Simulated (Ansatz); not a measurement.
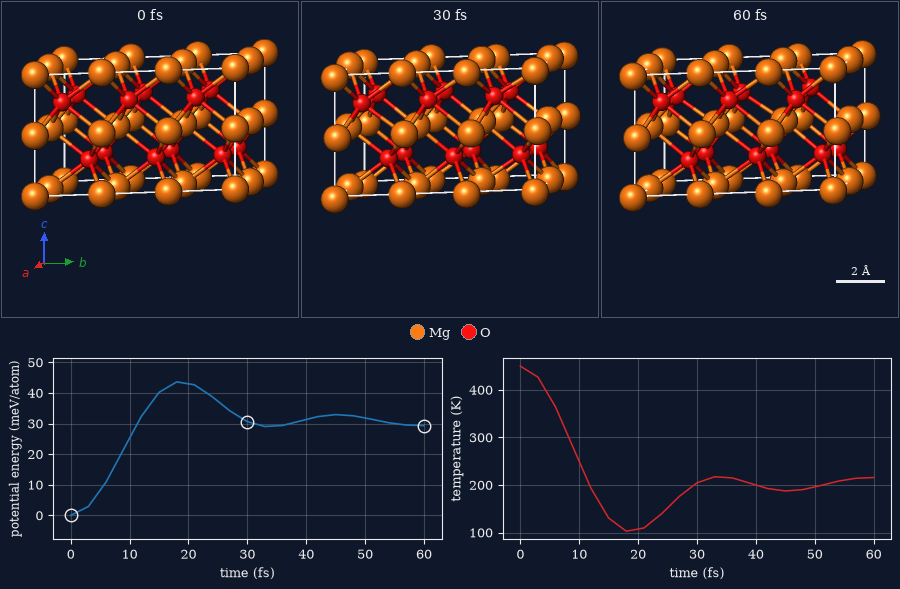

Molecular dynamics of a 24-atom cell of MgO (built on the NiAs type), 60 fs long. Frames and the history of the run. A ball-and-stick model of the simulation cell, seen slightly off an axis. Bonds to atoms that aren't drawn are left out.

Computed with DFT, PBEsol, plane waves, PAW (Ansatz 0.2.0). Settings: plane-wave cutoff 420 eV; k-point mesh 4 × 2 × 4; Fermi-Dirac smearing 0.039 eV; constant energy (NVE); velocities drawn for 450 K; time step 3 fs.

The input:
```yaml
crystal:
  lattice:
    - [5.8461105929, 0.0, 0.0]
    - [-4.3845829447, 7.5943204302, 0.0]
    - [0.0, 0.0, 5.0921016473]
  atoms:
    - { symbol: Mg, position: [0.0, 0.0, 0.0] }
    - { symbol: Mg, position: [0.0, 0.0, 0.5] }
    - { symbol: O, position: [0.1666666667, 0.2222222222, 0.25] }
    - { symbol: O, position: [0.3333333333, 0.1111111111, 0.75] }
    - { symbol: Mg, position: [0.0, 0.3333333333, 0.0] }
    - { symbol: Mg, position: [0.0, 0.3333333333, 0.5] }
    - { symbol: O, position: [0.1666666667, 0.5555555556, 0.25] }
    - { symbol: O, position: [0.3333333333, 0.4444444444, 0.75] }
    - { symbol: Mg, position: [0.0, 0.6666666667, 0.0] }
    - { symbol: Mg, position: [0.0, 0.6666666667, 0.5] }
    - { symbol: O, position: [0.1666666667, 0.8888888889, 0.25] }
    - { symbol: O, position: [0.3333333333, 0.7777777778, 0.75] }
    - { symbol: Mg, position: [0.5, 0.0, 0.0] }
    - { symbol: Mg, position: [0.5, 0.0, 0.5] }
    - { symbol: O, position: [0.6666666667, 0.2222222222, 0.25] }
    - { symbol: O, position: [0.8333333333, 0.1111111111, 0.75] }
    - { symbol: Mg, position: [0.5, 0.3333333333, 0.0] }
    - { symbol: Mg, position: [0.5, 0.3333333333, 0.5] }
    - { symbol: O, position: [0.6666666667, 0.5555555556, 0.25] }
    - { symbol: O, position: [0.8333333333, 0.4444444444, 0.75] }
    - { symbol: Mg, position: [0.5, 0.6666666667, 0.0] }
    - { symbol: Mg, position: [0.5, 0.6666666667, 0.5] }
    - { symbol: O, position: [0.6666666667, 0.8888888889, 0.25] }
    - { symbol: O, position: [0.8333333333, 0.7777777778, 0.75] }
kpoints:
  mp_grid: { grid: [4, 2, 4] }
hamiltonian:
  xc: pbesol
scf:
  occupations: { method: fermi_dirac, width: 0.039 }
md:
  ensemble: nve
  temperature: 450
  timestep: 3.0
  n_steps: 20
  initial_velocities: maxwell_boltzmann
  seed: 6362
```

Command:
```bash
ansatz run input.yaml --threads 4 --pin off --max-ram 3686MiB --backend cpu --events-out ev --progress --plain --runs-dir out
```

Q: What do the frames and curves show?

A: The mean temperature in the second half is 204 K (standard deviation 10 K). The first frame carries almost no forces, so kinetic energy first flows into potential energy: the temperature drops from 450 to 103 K within 18 fs, and without a thermostat its mean stays below the start. The potential energy in the second half lies on average 30.8 meV per atom above the first frame. In the second half of the run the atoms are, in the root-mean-square, this far from where they began (common drift taken out): Mg 0.12 Å, O 0.08 Å. The run lasts only 60 fs, too short to tell vibration from diffusion.

Cost: 5.6 min on 4 threads of Arm Neoverse N1, with other jobs on the host, peak memory 1.2 GiB.
